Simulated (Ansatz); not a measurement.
## Run report: SiO$_{2}$, geometry relaxation (part 2 of 2)

The same run, continued: SiO$_{2}$ (12 atoms in the cell); DFT, PBE, plane-wave PAW, default files, scalar-relativistic, no spin polarisation (Ansatz 0.2.0); cutoff 420 eV, 5×5×4 k-mesh, Fermi–Dirac smearing of 0.02 eV. The structure derives from an entry of the Crystallography Open Database. It belongs to a series of runs on one base structure; here: ions relaxed at fixed cell.

Geometry of the input (Å; fractional positions):
```
4.9501  0.0000  0.0000
0.0000  4.9501  0.0000
0.0000  0.0000  6.8760
Si 0.3027  0.3027  0.0000
Si 0.1973  0.8027  0.2500
Si 0.6973  0.6973  0.5000
Si 0.8027  0.1973  0.7500
O  0.2388  0.1086  0.1817
O  0.3914  0.7388  0.4317
O  0.7612  0.8914  0.6817
O  0.6086  0.2612  0.9317
O  0.7388  0.3914  0.5683
O  0.8914  0.7612  0.3183
O  0.2612  0.6086  0.0683
O  0.1086  0.2388  0.8183
```

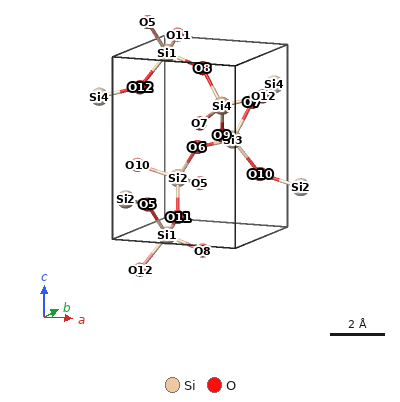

*The geometry at step 3 of the log (ball-and-stick view of the cell of the calculation, seen slightly off an axis; neighbours outside the cell are drawn fainter; atoms are numbered from 1 in the order of the input).*

The program's output, continued:
```
relax step   5: F+E_penalty+E_count = -7096.31342208 eV  Δ(F+E_penalty+E_count) = -2.122e-7 eV  max|allowed force component| = 1.395e-2 eV/Å  Δτ_max = 0.0000 Å  (3 SCF iters, accepted)
NSCF: frozen V_eff on 18 k-points
the band table was solved once a step of the walk had ended and its energy, with any forces and stress, was formed, with the checks that follow a solve (4632 applications of the Hamiltonian). They found nothing against the state; the energy, forces and stress were not computed again (output.eigenvalues in the input reference)
SCF converged after 3 iterations
Free energy (F): -7096.313422 eV
Harris-Foulkes:  -7096.313422 eV  (|F-HF|=4.42e-9)
Internal energy: -7096.313422 eV  (E = F + TS)
E sigma→0 (E₀):  -7096.313422 eV
Fermi energy:    4.387166 eV
--- Per-component energies (eV) ---
  E_band       = -338.107859
  E_kinetic    = 1607.021448
  E_local      = -4338.898958  (includes V_loc(G=0)·N_el)
  E_nonlocal   = 479.971954
  E_hartree    = 1583.488932
  E_xc         = -816.460553
  E_vxc        = -947.564529  (∫ρ·V_xc dr)
  E_paw        = -3324.317583  (= ΣΔE_a)
  E_vpaw       = -305.648472  (= ΣTr[D̂ρ^β])
  E_aug_tail   = 0.020716  (compensation charges beyond the density's cutoff)
  E_ewald      = -2287.139376
  E_smearing   = -0.000000  (= −TS)
  E_closure    = -0.000000  (closes the sum)
  Σ components = -7096.313422   (vs F -7096.313422, Δ=0.00e0)
--- Forces (eV/Å), atoms counted from 1 ---
  atom   1  Si    -0.00205428    -0.00205428     0.00000000
  atom   2  Si     0.00205428    -0.00205428     0.00000000
  atom   3  Si     0.00205428     0.00205428     0.00000000
  atom   4  Si    -0.00205428     0.00205428     0.00000000
  atom   5  O      0.01069567     0.01395460    -0.01071206
  atom   6  O     -0.01395460     0.01069567    -0.01071206
  atom   7  O     -0.01069567    -0.01395460    -0.01071206
  atom   8  O      0.01395460    -0.01069567    -0.01071206
  atom   9  O      0.01069567    -0.01395460     0.01071206
  atom  10  O     -0.01395460    -0.01069567     0.01071206
  atom  11  O     -0.01069567     0.01395460     0.01071206
  atom  12  O      0.01395460     0.01069567     0.01071206
  max |Σ_I F_I| component: 5.20e-18 eV/Å
--- Stress (GPa, compression-positive) ---
        1.736481       0.000000       0.000000
        0.000000       1.736481       0.000000
        0.000000       0.000000       1.315213
  P = ⅓ Tr σ = 1.5961 GPa (15.961 kbar)
--- PAW observables at the nuclei: V_zz in 10²¹ V/m², potentials from the cell's mean, atoms counted from 1 ---
  atom   1  Si V_zz =    -0.395822   η = 0.8854   by run symmetry: allowed
            electrostatic potential = -1353.740715 V   contact ρ = 12801.421688 e/Å³
  atom   2  Si V_zz =    -0.395822   η = 0.8854   by run symmetry: allowed
            electrostatic potential = -1353.740715 V   contact ρ = 12801.421688 e/Å³
  atom   3  Si V_zz =    -0.395822   η = 0.8854   by run symmetry: allowed
            electrostatic potential = -1353.740715 V   contact ρ = 12801.421688 e/Å³
  atom   4  Si V_zz =    -0.395822   η = 0.8854   by run symmetry: allowed
            electrostatic potential = -1353.740715 V   contact ρ = 12801.421688 e/Å³
  atom   5  O  V_zz =    +9.334576   η = 0.2129   by run symmetry: allowed   C_q = -5.7736 MHz
            electrostatic potential = -618.170458 V   contact ρ = 2153.827678 e/Å³
  atom   6  O  V_zz =    +9.334576   η = 0.2129   by run symmetry: allowed   C_q = -5.7736 MHz
            electrostatic potential = -618.170458 V   contact ρ = 2153.827678 e/Å³
  atom   7  O  V_zz =    +9.334576   η = 0.2129   by run symmetry: allowed   C_q = -5.7736 MHz
            electrostatic potential = -618.170458 V   contact ρ = 2153.827678 e/Å³
  atom   8  O  V_zz =    +9.334576   η = 0.2129   by run symmetry: allowed   C_q = -5.7736 MHz
            electrostatic potential = -618.170458 V   contact ρ = 2153.827678 e/Å³
  atom   9  O  V_zz =    +9.334576   η = 0.2129   by run symmetry: allowed   C_q = -5.7736 MHz
            electrostatic potential = -618.170458 V   contact ρ = 2153.827678 e/Å³
  atom  10  O  V_zz =    +9.334576   η = 0.2129   by run symmetry: allowed   C_q = -5.7736 MHz
            electrostatic potential = -618.170458 V   contact ρ = 2153.827678 e/Å³
  atom  11  O  V_zz =    +9.334576   η = 0.2129   by run symmetry: allowed   C_q = -5.7736 MHz
            electrostatic potential = -618.170458 V   contact ρ = 2153.827678 e/Å³
  atom  12  O  V_zz =    +9.334576   η = 0.2129   by run symmetry: allowed   C_q = -5.7736 MHz
            electrostatic potential = -618.170458 V   contact ρ = 2153.827678 e/Å³
--- Band table (eV; the first three rows and the last of 18) ---
  k-point 0: bands = ["-17.7895", "-16.8911", "-16.8911", "-15.7618", "-15.6926", "-15.6900", "-15.6855", "-15.6855", "-7.7087", "-5.6561", "-5.6561", "-4.1284", "-3.9770", "-3.9770", "-3.4956", "-3.3182", "-1.4104", "-1.3664", "-1.3664", "-0.7577", "-0.5746", "-0.3149", "-0.1113", "-0.0657", "-0.0657", "0.1910", "0.3268", "0.3268", "0.8686", "1.1848", "1.1848", "1.5641", "7.2095", "10.3622", "10.3622", "10.8196", "10.8196", "11.1406", "11.7380", "12.3960", "12.7275", "12.7275", "12.9889", "13.3151"]
  k-point 1: bands = ["-17.7259", "-17.2529", "-16.4981", "-15.8621", "-15.6908", "-15.6900", "-15.6877", "-15.6851", "-7.5379", "-6.3979", "-4.9773", "-4.2132", "-3.9628", "-3.8571", "-3.6041", "-3.4154", "-1.3408", "-1.3274", "-1.2497", "-0.7265", "-0.5234", "-0.2961", "-0.2664", "-0.1731", "-0.1035", "0.0037", "0.3371", "0.7313", "0.9027", "0.9703", "1.1812", "1.4575", "7.5749", "9.6636", "10.4532", "10.8891", "11.1515", "11.4197", "11.5003", "12.4039", "12.4943", "12.7798", "12.8684", "13.0005"]
  k-point 2: bands = ["-17.5411", "-17.5411", "-16.1310", "-16.1310", "-15.6894", "-15.6894", "-15.6873", "-15.6873", "-7.0672", "-7.0672", "-4.4837", "-4.4837", "-3.8144", "-3.8144", "-3.6407", "-3.6407", "-1.2785", "-1.2785", "-0.9426", "-0.9426", "-0.3994", "-0.3994", "-0.2136", "-0.2136", "-0.2017", "-0.2017", "0.6291", "0.6291", "0.9817", "0.9817", "1.1951", "1.1951", "8.5064", "8.5064", "10.8602", "10.8602", "11.2897", "11.2897", "12.1274", "12.1274", "12.1847", "12.1847", "13.0704", "13.0704"]
  k-point 17: bands = ["-17.0624", "-17.0624", "-16.6236", "-16.6236", "-15.7704", "-15.7704", "-15.7649", "-15.7649", "-6.1374", "-6.1374", "-5.2678", "-5.2678", "-3.4206", "-3.4206", "-3.3695", "-3.3695", "-1.5117", "-1.5117", "-1.1199", "-1.1199", "-0.8373", "-0.8373", "-0.3639", "-0.3639", "0.2220", "0.2220", "0.2746", "0.2746", "0.8243", "0.8243", "1.1777", "1.1777", "10.2098", "10.2098", "10.8664", "10.8664", "11.3379", "11.3379", "11.4517", "11.4517", "11.6830", "11.6830", "12.1538", "12.1538"]
--- Relaxed structure (5 steps of the walk, 5 accepted, 0 SCFs on fresh bases) ---
  F+E_penalty+E_count = -7096.31342208 eV   max|allowed force component| = 1.395e-2 eV/Å
  atoms:
    - { symbol: Si, position: [0.30759026808973006, 0.30759026808973006, -1.0511946601565875e-20] }
    - { symbol: Si, position: [0.19240973191026994, 0.80759026808973, 0.25] }
    - { symbol: Si, position: [0.6924097319102701, 0.6924097319102701, 0.5] }
    - { symbol: Si, position: [0.80759026808973, 0.19240973191026994, 0.75] }
    - { symbol: O, position: [0.23546508810206535, 0.12123986205409616, 0.18767727201350687] }
    - { symbol: O, position: [0.3787601379459039, 0.7354650881020655, 0.43767727201350687] }
    - { symbol: O, position: [0.7645349118979347, 0.8787601379459038, 0.6876772720135068] }
    - { symbol: O, position: [0.6212398620540962, 0.26453491189793465, 0.9376772720135068] }
    - { symbol: O, position: [0.7354650881020655, 0.3787601379459039, 0.5623227279864932] }
    - { symbol: O, position: [0.8787601379459038, 0.7645349118979347, 0.3123227279864932] }
    - { symbol: O, position: [0.26453491189793465, 0.6212398620540962, 0.06232272798649314] }
    - { symbol: O, position: [0.12123986205409616, 0.23546508810206535, 0.8123227279864932] }
--- Löwdin populations: 12 sites ---
  site symbol       q [e]
     0     Si      2.2020
     1     Si      2.2020
     2     Si      2.2020
     3     Si      2.2020
     4      O      6.7892
     5      O      6.7892
     6      O      6.7892
     7      O      6.7892
     8      O      6.7892
     9      O      6.7892
    10      O      6.7892
    11      O      6.7892
  spilling = 0.013720 (of n_electrons = 64.000000)
```

File populations.tsv:
```
# site	symbol	l	j	q
# orbitals = lowdin
# n_electrons = 64.000000
# spilling = 0.013720
0	Si	0_3S	-	0.694489
0	Si	1_3P	-	1.507533
1	Si	0_3S	-	0.694489
1	Si	1_3P	-	1.507533
2	Si	0_3S	-	0.694489
2	Si	1_3P	-	1.507533
3	Si	0_3S	-	0.694489
3	Si	1_3P	-	1.507533
4	O	0_2S	-	1.607744
4	O	1_2P	-	5.181485
5	O	0_2S	-	1.607744
5	O	1_2P	-	5.181485
6	O	0_2S	-	1.607744
6	O	1_2P	-	5.181485
7	O	0_2S	-	1.607744
7	O	1_2P	-	5.181485
8	O	0_2S	-	1.607744
8	O	1_2P	-	5.181485
9	O	0_2S	-	1.607744
9	O	1_2P	-	5.181485
10	O	0_2S	-	1.607744
10	O	1_2P	-	5.181485
11	O	0_2S	-	1.607744
11	O	1_2P	-	5.181485
```

Trajectory as extended XYZ (Å, eV, eV/Å), 5 frames, from step=1 to step=5:
```
12
Lattice="4.9501 0.0000 0.0000 0.0000 4.9501 0.0000 0.0000 0.0000 6.8760" Properties=species:S:1:pos:R:3:forces:R:3 step=1 energy=-7096.17157
Si    1.4984    1.4984    0.0000   -0.1812  -0.1812   0.0000
Si    0.9767    3.9734    1.7190    0.1812  -0.1812   0.0000
Si    3.4517    3.4517    3.4380    0.1812   0.1812   0.0000
Si    3.9734    0.9767    5.1570   -0.1812   0.1812   0.0000
O     1.1821    0.5376    1.2494   -0.0385   0.4473   0.2491
O     1.9375    3.6571    2.9684   -0.4473  -0.0385   0.2491
O     3.7680    4.4125    4.6874    0.0385  -0.4473   0.2491
O     3.0126    1.2930    6.4064    0.4473   0.0385   0.2491
O     3.6571    1.9375    3.9076   -0.0385  -0.4473  -0.2491
O     4.4125    3.7680    2.1886   -0.4473   0.0385  -0.2491
O     1.2930    3.0126    0.4696    0.0385   0.4473  -0.2491
O     0.5376    1.1821    5.6266    0.4473  -0.0385  -0.2491
12
Lattice="4.9501 0.0000 0.0000 0.0000 4.9501 0.0000 0.0000 0.0000 6.8760" Properties=species:S:1:pos:R:3:forces:R:3 step=2 energy=-7096.23201
Si    1.5102    1.5102    0.0000   -0.1546  -0.1546   0.0000
Si    0.9649    3.9852    1.7190    0.1546  -0.1546   0.0000
Si    3.4399    3.4399    3.4380    0.1546   0.1546   0.0000
Si    3.9852    0.9649    5.1570   -0.1546   0.1546   0.0000
O     1.1784    0.5573    1.2571   -0.0440   0.3078   0.2434
O     1.9177    3.6535    2.9761   -0.3078  -0.0440   0.2434
O     3.7717    4.3928    4.6951    0.0440  -0.3078   0.2434
O     3.0324    1.2966    6.4141    0.3078   0.0440   0.2434
O     3.6535    1.9177    3.8999   -0.0440  -0.3078  -0.2434
O     4.3928    3.7717    2.1809   -0.3078   0.0440  -0.2434
O     1.2966    3.0324    0.4619    0.0440   0.3078  -0.2434
O     0.5573    1.1784    5.6189    0.3078  -0.0440  -0.2434
12
Lattice="4.9501 0.0000 0.0000 0.0000 4.9501 0.0000 0.0000 0.0000 6.8760" Properties=species:S:1:pos:R:3:forces:R:3 step=3 energy=-7096.28582
Si    1.5430    1.5430    0.0000   -0.4549  -0.4549   0.0000
Si    0.9320    4.0181    1.7190    0.4549  -0.4549   0.0000
Si    3.4071    3.4071    3.4380    0.4549   0.4549   0.0000
Si    4.0181    0.9320    5.1570   -0.4549   0.4549   0.0000
O     1.1634    0.6096    1.2929    0.0870   0.3320  -0.2357
O     1.8654    3.6385    3.0119   -0.3320   0.0870  -0.2357
O     3.7867    4.3405    4.7309   -0.0870  -0.3320  -0.2357
O     3.0847    1.3116    6.4499    0.3320  -0.0870  -0.2357
O     3.6385    1.8654    3.8641    0.0870  -0.3320   0.2357
O     4.3405    3.7867    2.1451   -0.3320  -0.0870   0.2357
O     1.3116    3.0847    0.4261   -0.0870   0.3320   0.2357
O     0.6096    1.1634    5.5831    0.3320   0.0870   0.2357
12
Lattice="4.9501 0.0000 0.0000 0.0000 4.9501 0.0000 0.0000 0.0000 6.8760" Properties=species:S:1:pos:R:3:forces:R:3 step=4 energy=-7096.31342
Si    1.5226    1.5226    0.0000   -0.0016  -0.0016   0.0000
Si    0.9524    3.9977    1.7190    0.0016  -0.0016   0.0000
Si    3.4275    3.4275    3.4380    0.0016   0.0016   0.0000
Si    3.9977    0.9524    5.1570   -0.0016   0.0016   0.0000
O     1.1656    0.6001    1.2905    0.0105   0.0136  -0.0104
O     1.8749    3.6406    3.0095   -0.0136   0.0105  -0.0104
O     3.7845    4.3500    4.7285   -0.0105  -0.0136  -0.0104
O     3.0752    1.3095    6.4475    0.0136  -0.0105  -0.0104
O     3.6406    1.8749    3.8665    0.0105  -0.0136   0.0104
O     4.3500    3.7845    2.1475   -0.0136  -0.0105   0.0104
O     1.3095    3.0752    0.4285   -0.0105   0.0136   0.0104
O     0.6001    1.1656    5.5855    0.0136   0.0105   0.0104
12
Lattice="4.9501 0.0000 0.0000 0.0000 4.9501 0.0000 0.0000 0.0000 6.8760" Properties=species:S:1:pos:R:3:forces:R:3 step=5 energy=-7096.31342
Si    1.5226    1.5226    0.0000   -0.0021  -0.0021   0.0000
Si    0.9524    3.9977    1.7190    0.0021  -0.0021   0.0000
Si    3.4275    3.4275    3.4380    0.0021   0.0021   0.0000
Si    3.9977    0.9524    5.1570   -0.0021   0.0021   0.0000
O     1.1656    0.6001    1.2905    0.0107   0.0140  -0.0107
O     1.8749    3.6406    3.0095   -0.0140   0.0107  -0.0107
O     3.7845    4.3500    4.7285   -0.0107  -0.0140  -0.0107
O     3.0752    1.3095    6.4475    0.0140  -0.0107  -0.0107
O     3.6406    1.8749    3.8665    0.0107  -0.0140   0.0107
O     4.3500    3.7845    2.1475   -0.0140  -0.0107   0.0107
O     1.3095    3.0752    0.4285   -0.0107   0.0140   0.0107
O     0.6001    1.1656    5.5855    0.0140   0.0107   0.0107
```

Key numbers:

- outcome: converged
- space group (tolerance 0.01 Å): P4₁2₁2 (92)
- electrons treated: 64
- free energy: −7096.3134 eV
- Fermi energy: 4.387 eV
- gap on the k-point mesh: 5.65 eV
- pressure: 1.60 GPa
- final volume: 168.49 Å³
- field gradient V_zz (10²¹ V/m²): Si −0.40, Si −0.40, Si −0.40, Si −0.40, O 9.33, O 9.33, O 9.33, O 9.33 (the first 8 of 12 sites)
- largest force (length of the vector) at the end: 0.021 eV/Å
- final cell: a = 4.950 Å, b = 4.950 Å, c = 6.876 Å, α = 90.00°, β = 90.00°, γ = 90.00°
- hardware: 1 thread of an x86-64 CPU, shared host
- wall time: 22 s
- peak memory: 0.53 GiB

Remarks:

The program warns: the SCF threshold is looser than advised for the printed stress.
